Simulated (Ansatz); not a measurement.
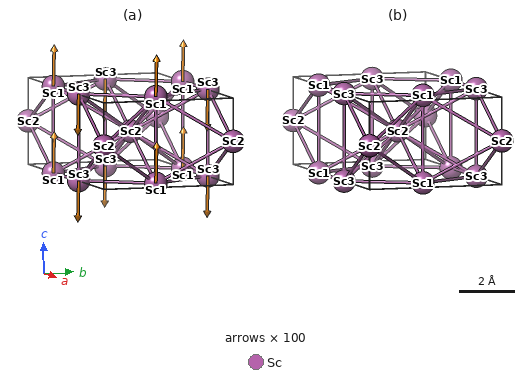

The structure of crystalline Sc (set up in C2/m) before (left) and after (right) a relaxation, at one scale. The orange arrows give the displacements (the part carried along by the change of the cell is left out), 100 times their true length.

A ball-and-stick model of the conventional cell (2 times the calculation's cell), seen slightly off an axis. Lengths and directions refer to the drawn axes.

Method: DFT PBE, scalar-relativistic, plane waves, PAW in Ansatz.

Input
```yaml
crystal:
  lattice:
    - [4.4040490344, -2.500267, 0.0]
    - [4.4040490344, 2.500267, 0.0]
    - [-0.0034756338, 0.0, 3.200719282]
  atoms:
    - { symbol: Sc, position: [0.333234, 0.333234, 0.995108] }
    - { symbol: Sc, position: [0.0, 0.0, 0.5] }
    - { symbol: Sc, position: [0.666766, 0.666766, 0.004892] }
basis:
  ecutwfc: 420
kpoints:
  mp_grid: { grid: [10, 10, 14] }
hamiltonian:
  xc: pbe
scf:
  occupations: { method: gaussian, width: 0.1 }
output:
  forces: true
  stress: true
  eigenvalues: true
relax:
  adjacent_minimum: "off"
  f_tol: 0.005
  max_steps: 80
  cell: { stress_tol: 0.05 }
```

> What changed between the two?

The energy falls by 22.9 meV per cell of the calculation in 4 accepted moves (5 points after the start). Largest force component: 0.045 eV/Å at the start, 0.00013 eV/Å at the end. Pressure: 2.32 GPa at the start and 0.00 GPa at the end. At 1 point the geometry stayed and the basis and grid were re-selected for the new cell (energy shift of 0.4 meV per cell of the calculation at most each time). The largest moves relative to the cell, 0.016 Å, are those of Sc1 and Sc3. Sc3 goes along −c. The drawn cell changes as follows: a 8.808 → 8.872 Å (+0.7 %), b 5.001 → 5.121 Å (+2.4 %), c 3.201 → 3.233 Å (+1.0 %); the volume changes by +4.2 %. Near-neighbour distances that change, for instance: Sc1–Sc2 3.305 → 3.370 Å, Sc1–Sc3 2.899 → 2.957 Å, Sc1–Sc2 (another image) 3.334 → 3.370 Å, Sc1–Sc1 3.201 → 3.233 Å. The space group (tolerance 0.01 Å) goes from C2/m (No. 12) to P6/mmm (No. 191).
